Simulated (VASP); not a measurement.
```
CELL_PARAMETERS angstrom
2.61432 0.00000 0.00000
0.00000 2.61432 0.00000
0.00000 0.00000 23.80000
ATOMIC_POSITIONS crystal
Mn 0.00000 0.00000 0.29412
```

Spin-polarised.

Computed with VASP 6.6.1, Kohn-Sham DFT of a periodic cell, PBE, VASP PAW PBE potentials, recommended.

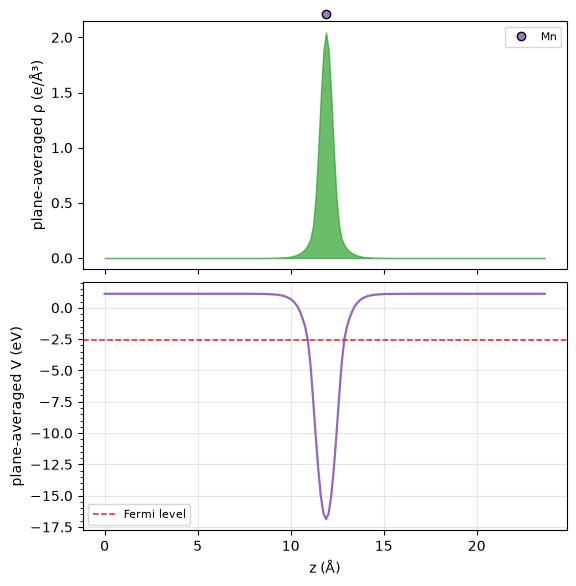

Mn. Plane average of the electrostatic potential (local pseudopotential plus Hartree) felt by an electron and of the valence pseudo-density across the slab. Circles mark the heights of the atoms.

Q: How far above the Fermi level of the calculation is the vacuum level?

A: 3.7 eV.

Q: How thick is the slab, and how wide the vacuum?

A: The outermost nuclei are 0.0 Å apart, in 1 atomic plane; the vacuum between periodic images is 23.8 Å wide.
